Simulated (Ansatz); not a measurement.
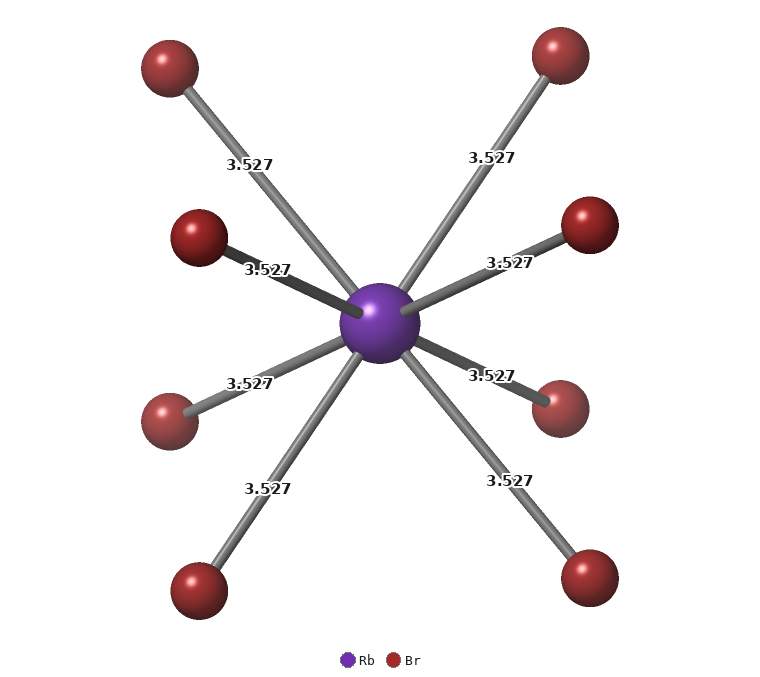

The surroundings of site Rb1 (at 0.000, 0.000, 0.000) in RbBr (Pm-3m, No. 221), with bond lengths in Å.

The cell is taken from coordinates from a relaxation with Ansatz 0.2.0, DFT PBEsol, scalar-relativistic, plane waves, PAW.

```xyz
2
Lattice="4.0730 0.0000 0.0000 0.0000 4.0730 0.0000 0.0000 0.0000 4.0730" Properties=species:S:1:pos:R:3 pbc="T T T"
Rb    0.0000    0.0000    0.0000
Br    2.0365    2.0365    2.0365
```

Bond valence s = exp((R0 − d)/b), R0 fitted to published crystal structures with b = 0.37 Å; R0 in Å: Rb+–Br 2.796.

### Calculate the bond-valence sum of Rb1 from the bonds drawn.

8 × 0.139 = 1.11 v.u., against a formal valence of 1: overbonded (bonds short for this ion) by 0.11.

### And over the whole structure?

```csv
site,"x, y, z",formal valence,bond-valence sum,difference
Rb1,"0.000, 0.000, 0.000",+1,1.11,0.11
Br1,"0.500, 0.500, 0.500",−1,1.11,0.11
```

These sums include all anions within 5 Å. The global instability index (root mean square of the differences over all atoms) is 0.11 v.u.: moderate strain, common in real structures.
